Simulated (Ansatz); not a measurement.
## Electronic structure of AlN in real space

Input file:

```
crystal:
  lattice:
    - [2.1839935596, -2.1839935596, 0.0]
    - [2.1839935596, 0.0, -2.1839935596]
    - [9.1727729503, 8.2991755265, 8.7359742384]
  atoms:
    - { symbol: Al, position: [0.6541733333, 0.6666666667, 0.0624666667] }
    - { symbol: Al, position: [-0.17916, 0.0, 0.8958] }
    - { symbol: Al, position: [0.2875066667, 0.3333333333, 0.2291333333] }
    - { symbol: Al, position: [0.5541733333, 0.6666666667, 0.5624666667] }
    - { symbol: Al, position: [-0.07916, 0.0, 0.3958] }
    - { symbol: Al, position: [0.1875066667, 0.3333333333, 0.7291333333] }
    - { symbol: "N", position: [0.5791733333, 0.6666666667, 0.4374666667] }
    - { symbol: "N", position: [0.94584, 1.0, 0.2708] }
    - { symbol: "N", position: [0.2125066667, 0.3333333333, 0.6041333333] }
    - { symbol: "N", position: [0.4791733333, 0.6666666667, 0.9374666667] }
    - { symbol: "N", position: [-0.15416, 0.0, 0.7708] }
    - { symbol: "N", position: [0.3125066667, 0.3333333333, 0.1041333333] }
basis:
  ecutwfc: 500
kpoints:
  mp_grid: { grid: [8, 8, 2] }
hamiltonian:
  xc: r2scan
scf:
  occupations: { method: gaussian, width: 0.05 }
output:
  forces: true
  stress: true
  eigenvalues: true
  write_density: true
  write_potential: true
  elf: true
  volumetric_format: npy
```

Run with:

```sh
ansatz run input.yaml --threads 2 --pin off --max-ram 5120MiB --backend cpu --events-out ev --progress --plain --runs-dir out
```

Below, planes, directions and counts refer to the conventional cell (a = 3.09 Å, b = 3.09 Å, c = 15.14 Å, α = 88.83°, β = 87.66°, γ = 60.00°).

Space group P1; a structure from a database of computed crystals, not necessarily the ambient phase; not relaxed (largest force 1.3 eV/Å).

All numbers below come from Ansatz, DFT r2SCAN, scalar-relativistic, plane waves, PAW.

The density is the valence pseudo-density of a PAW calculation; it isn't the true density close to the nuclei.

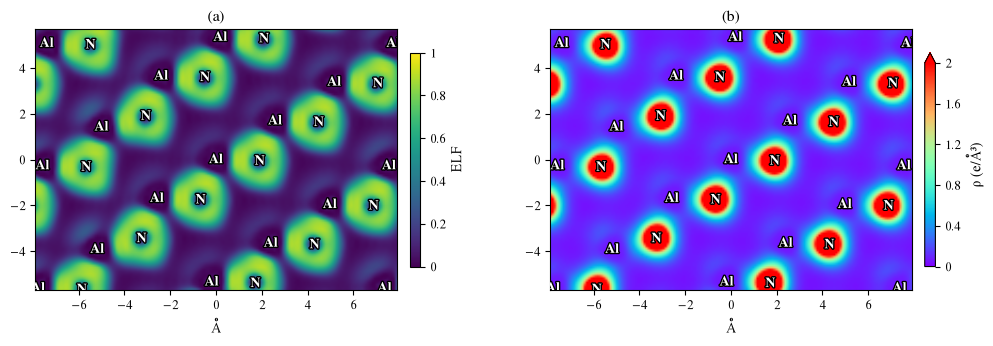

Figure 1. (a) ELF; (b) valence pseudo-density on the (11̄0) plane of the conventional cell.

> Describe what can be read from this map.

- The plane passes through Al and N nuclei.
- Al–N (1.89 Å): ρ at the midpoint is about 0.69 e/Å³; the ELF peaks at about 0.90 in the valence shell of N, 0.8 Å from its nucleus, and is about 0.85 at the midpoint.
- Al–N (1.99 Å): the density is about 0.58 e/Å³ at the midpoint; the ELF peaks at about 0.90 in the valence shell of N, 0.7 Å from its nucleus, and is about 0.85 at the midpoint.
- Between the atoms the lowest density in this plane is 0.05 e/Å³.

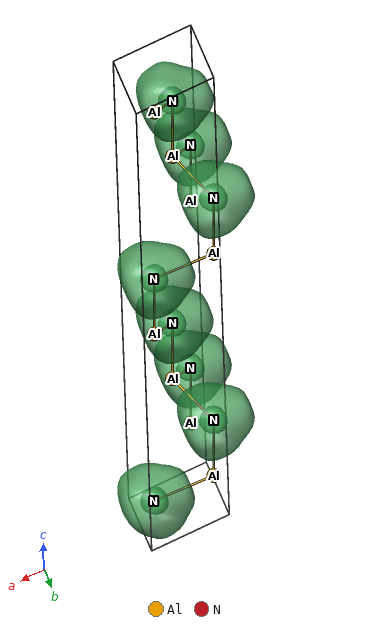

Figure 2. Isosurface of the ELF at 0.65 (green), seen at an oblique angle. Core shells and regions of very low density are left out. Sticks mark near contacts.

> Where are the electrons localised?

The surface consists of six regions on N in which the atom's valence shell and bonds are merged, counted in one cell of 12 atoms. Any copies at cell faces, edges or corners count once.

> Metal or insulator at this level of theory?

It is gapped, with a Kohn–Sham gap of 3.6 eV on the k-point mesh, an upper bound to the gap of this method.
